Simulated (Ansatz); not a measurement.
**Geometry relaxation of TiS$_{2}$ (part 2 of 2)**

TiS$_{2}$ (3 atoms in the cell); DFT PBE+D3(BJ), scalar-relativistic, plane waves, PAW, no spin polarisation (Ansatz 0.2.0); cutoff 420 eV, 15×15×8 k-mesh, Gaussian smearing of 0.1 eV. The structure derives from an entry of the Crystallography Open Database.

Geometry of the input (Å; fractional positions):
```
3.4120  0.0000  0.0000
-1.7060  2.9549  0.0000
0.0000  0.0000  5.6950
Ti 0.0000  0.0000  0.0000
S  0.3333  0.6667  0.2500
S  0.6667  0.3333  0.7500
```

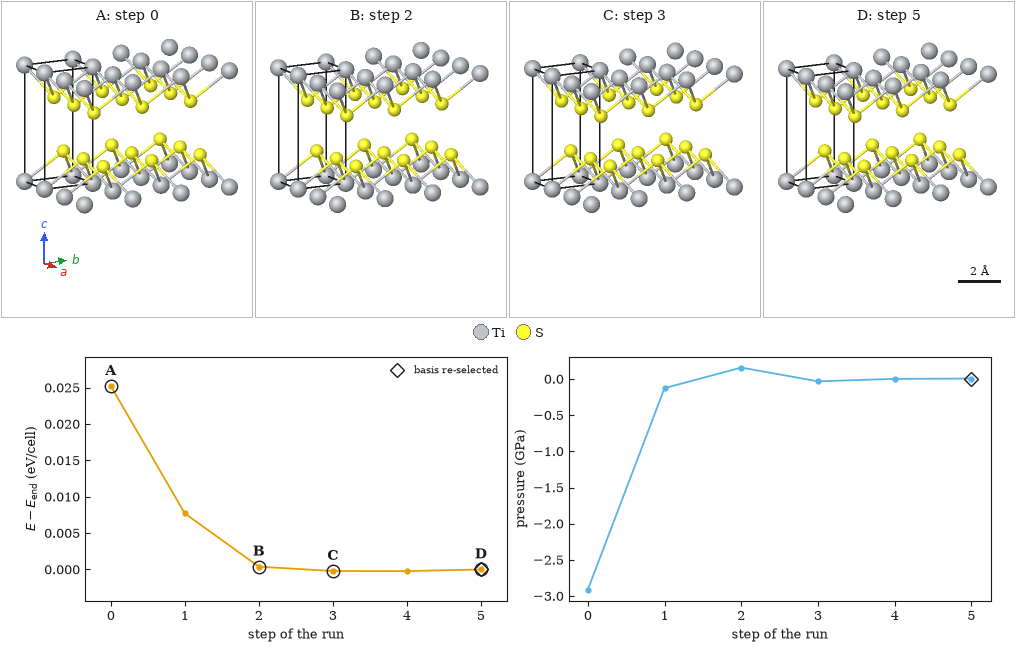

**Figure 1.** Frames of the relaxation (ball-and-stick view of the cell of the calculation, repeated 3 × 3 × 1, seen slightly off an axis) above the curves, on which the letters mark them (the first geometry is step 0 here and step 1 in the log).

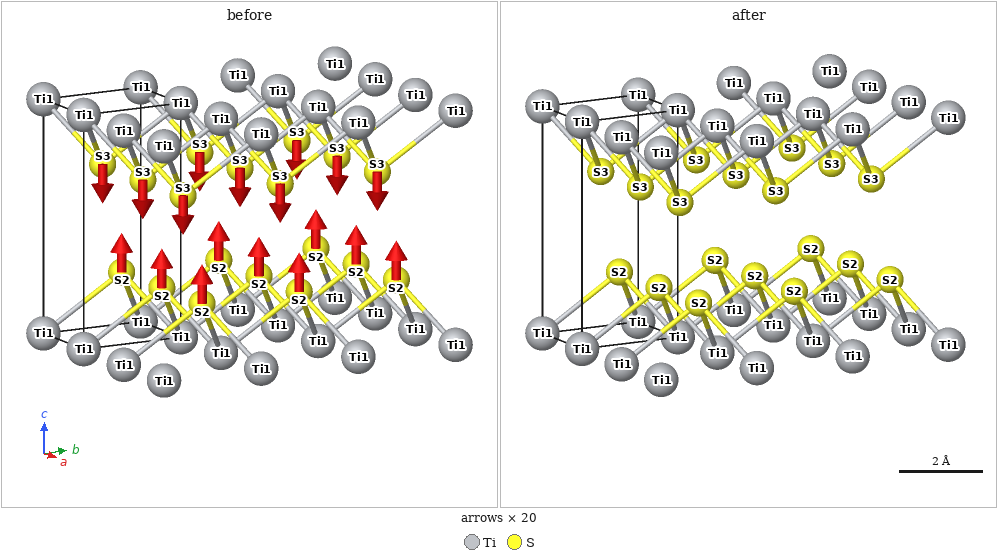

**Figure 2.** Before (left) and after (right) the relaxation, at one scale (ball-and-stick view of the cell of the calculation, repeated 3 × 3 × 1, seen slightly off an axis). The red arrows give the displacements (without the part carried along by the change of the cell), magnified 20 times. The energy falls by 25.4 meV per cell of the calculation in 4 geometry steps. Largest force component: 0.13 eV/Å at the start, 0.00018 eV/Å at the end. Pressure: −2.91 GPa at the start and 0.01 GPa at the end. The largest moves relative to the cell, 0.048 Å, are those of S2 and S3. Ti stays in place. Cell: a = b 3.412 → 3.361 Å (−1.5 %), c 5.695 → 5.520 Å (−3.1 %). Volume −6.0 %. Among the contacts that change: Ti1–S2 2.431 → 2.409 Å. The space group stays P-3m1 (No. 164). A last SCF at the same geometry on a re-selected plane-wave basis shifts the energy by +0.2 meV per cell of the calculation. (Atoms are counted from 1 in the order of the input.)

```
basis re-selected at this cell: Δ(F+E_penalty+E_count) = +2.268e-4 eV, ΔP = +0.005 GPa vs the last step (what re-selecting the basis moved, of the pressure what is left beyond the Pulay correction that the steps carried, after the strain that the cell walked since its last selection, with what the two solves' SCF thresholds leave and, on support functions, any second-order correction that the steps lacked; it is no measure of the basis error at this ecutwfc). This SCF's stress stands 6.79e-3 GPa from its target on what of the cell is left free (relax.cell.stress_tol is 5.00e-2 GPa) and its largest allowed force component is 1.77e-4 eV/Å (relax.f_tol is 5.00e-3 eV/Å): within both
SCF converged after 6 iterations
Free energy (F): -4308.843681 eV
Harris-Foulkes:  -4308.843681 eV  (|F-HF|=0.00e0)
Internal energy: -4308.841625 eV  (E = F + TS)
E sigma→0 (E₀):  -4308.842653 eV
Entropy (-TS):   -0.002056 eV (-0.685 meV/atom)
Fermi energy:    8.665422 eV
--- Per-component energies (eV) ---
  E_band       = -194.836228
  E_kinetic    = 487.163360
  E_local      = -1473.208955  (includes V_loc(G=0)·N_el)
  E_nonlocal   = 62.930775
  E_hartree    = 602.947242
  E_xc         = -293.157954
  E_vxc        = -298.795742  (∫ρ·V_xc dr)
  E_paw        = -2247.008786  (= ΣΔE_a)
  E_vpaw       = -178.820287  (= ΣTr[D̂ρ^β])
  E_aug_tail   = 0.000138  (compensation charges beyond the density's cutoff)
  E_ewald      = -1447.277684
  E_disp       = -1.229761  (pairwise vdW)
  E_smearing   = -0.002056  (= −TS)
  E_closure    = -0.000000  (closes the sum)
  Σ components = -4308.843681   (vs F -4308.843681, Δ=0.00e0)
--- Forces (eV/Å), atoms counted from 1 ---
  atom   1  Ti     0.00000000    -0.00000000     0.00000000
  atom   2  S      0.00000000     0.00000000    -0.00017709
  atom   3  S     -0.00000000    -0.00000000     0.00017709
  max |Σ_I F_I| component: 4.63e-18 eV/Å
--- Stress (GPa, compression-positive) ---
        0.005281       0.000000      -0.000000
       -0.000000       0.005281      -0.000000
       -0.000000      -0.000000       0.006788
  P = ⅓ Tr σ = 0.0058 GPa (0.058 kbar)
--- Band table (eV; the first three rows and the last of 192) ---
  k-point 0: bands = ["-48.8470", "-25.0896", "-25.0380", "-25.0380", "-5.3686", "-3.4573", "2.9829", "5.8835", "5.8835", "8.8303", "8.8303", "8.8395", "9.2131", "9.2131", "9.5531", "12.1430"]
  k-point 1: bands = ["-48.8470", "-25.0896", "-25.0380", "-25.0380", "-5.3194", "-3.5541", "3.1634", "5.8927", "5.8927", "8.3492", "8.7896", "8.7896", "9.2100", "9.2100", "9.8190", "12.2061"]
  k-point 2: bands = ["-48.8470", "-25.0897", "-25.0380", "-25.0380", "-5.1778", "-3.8044", "3.6609", "5.9157", "5.9157", "7.4811", "8.6958", "8.6958", "9.2010", "9.2010", "10.0897", "12.3582"]
  k-point 191: bands = ["-48.8304", "-25.1433", "-25.1433", "-25.0548", "-3.2871", "-3.2871", "4.0548", "4.0548", "4.8063", "5.3848", "6.4395", "6.4395", "9.9728", "10.1711", "10.1711", "12.5487"]
--- Relaxed structure (5 steps of the walk, 5 accepted, 1 SCFs on fresh bases) ---
  F+E_penalty+E_count = -4308.84368141 eV   max|allowed force component| = 1.771e-4 eV/Å   (the final SCF, on the basis selected at the relaxed cell)
  cell:  # Å, volume = 53.9882 Å³
    - [3.360546342476851, -1.816898905765665e-33, -1.7344814951611427e-17]
    - [-1.6802731712384256, 2.9103185031798335, 8.672407475805715e-18]
    - [-2.895038720681012e-17, 9.855957685275912e-33, 5.520119858156674]
  atoms:
    - { symbol: Ti, position: [-4.735111915416866e-34, 8.480349835337657e-35, 4.1883139235612117e-19] }
    - { symbol: S, position: [0.3333333333333333, 0.6666666666666666, 0.25867011780849086] }
    - { symbol: S, position: [0.6666666666666666, 0.3333333333333333, 0.7413298821915092] }
```

Trajectory as extended XYZ (Å, eV, eV/Å), 6 frames, from step=1 to step=6
```
3
Lattice="3.4120 0.0000 0.0000 -1.7060 2.9549 0.0000 0.0000 0.0000 5.6950" Properties=species:S:1:pos:R:3:forces:R:3 step=1 energy=-4308.81847 pressure_GPa=-2.91
Ti    0.0000    0.0000    0.0000    0.0000   0.0000   0.0000
S     0.0000    1.9699    1.4238    0.0000   0.0000  -0.1303
S     1.7060    0.9850    4.2713    0.0000   0.0000   0.1303
3
Lattice="3.3334 0.0000 0.0000 -1.6667 2.8868 0.0000 0.0000 0.0000 5.5197" Properties=species:S:1:pos:R:3:forces:R:3 step=2 energy=-4308.83597 pressure_GPa=-0.13
Ti    0.0000    0.0000    0.0000    0.0000   0.0000   0.0000
S     0.0000    1.9246    1.4552    0.0000   0.0000  -0.2375
S     1.6667    0.9623    4.0644    0.0000   0.0000   0.2375
3
Lattice="3.3573 0.0000 0.0000 -1.6786 2.9075 0.0000 0.0000 0.0000 5.5592" Properties=species:S:1:pos:R:3:forces:R:3 step=3 energy=-4308.84330 pressure_GPa=0.16
Ti    0.0000    0.0000    0.0000    0.0000   0.0000   0.0000
S     0.0000    1.9383    1.4276    0.0000   0.0000   0.0430
S     1.6786    0.9692    4.1316    0.0000   0.0000  -0.0430
3
Lattice="3.3604 0.0000 0.0000 -1.6802 2.9102 0.0000 0.0000 0.0000 5.5257" Properties=species:S:1:pos:R:3:forces:R:3 step=4 energy=-4308.84390 pressure_GPa=-0.03
Ti    0.0000    0.0000    0.0000    0.0000   0.0000   0.0000
S     0.0000    1.9401    1.4284    0.0000   0.0000  -0.0027
S     1.6802    0.9701    4.0973    0.0000   0.0000   0.0027
3
Lattice="3.3605 0.0000 0.0000 -1.6803 2.9103 0.0000 0.0000 0.0000 5.5201" Properties=species:S:1:pos:R:3:forces:R:3 step=5 energy=-4308.84391 pressure_GPa=0.00
Ti    0.0000    0.0000    0.0000    0.0000   0.0000   0.0000
S     0.0000    1.9402    1.4279    0.0000   0.0000  -0.0003
S     1.6803    0.9701    4.0922    0.0000   0.0000   0.0003
3
Lattice="3.3605 0.0000 0.0000 -1.6803 2.9103 0.0000 0.0000 0.0000 5.5201" Properties=species:S:1:pos:R:3:forces:R:3 step=6 energy=-4308.84368 pressure_GPa=0.01
Ti    0.0000    0.0000    0.0000    0.0000   0.0000   0.0000
S     0.0000    1.9402    1.4279    0.0000   0.0000  -0.0002
S     1.6803    0.9701    4.0922    0.0000   0.0000   0.0002
```

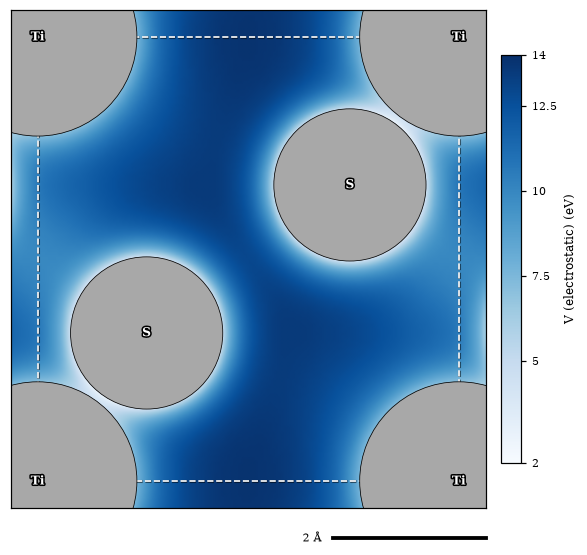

**Figure 3.** Electrostatic potential energy of an electron on the (110) plane of the conventional cell. Grey discs, where drawn, cover atomic cores. The plane passes through Ti and S nuclei. Outside the cores the potential energy rises away from the atoms and is highest about 2.3 Å from the nearest atoms; outside the discs it spans about 12 eV, and its zero is arbitrary. Core electrons are frozen (PAW), so the fields are smoothed inside the atomic spheres.

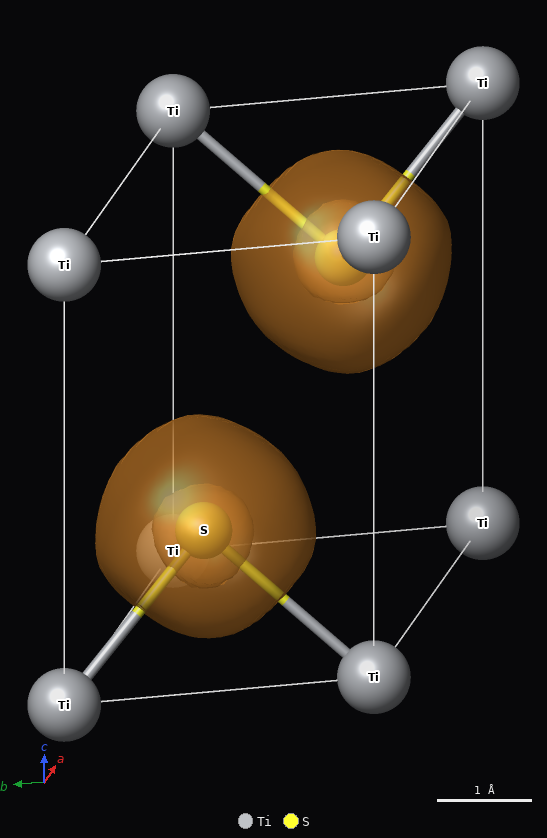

**Figure 4.** Isosurface of the electron localisation function at 0.7 (orange), seen at an oblique angle. Only the valence region is drawn (cores and ρ < 0.01 e/Å³ removed). Sticks mark near contacts. The outline is the cell set on symmetry axes. Values along the shortest contacts: Ti–S (2.41 Å): the ELF is about 0.50 at the midpoint.
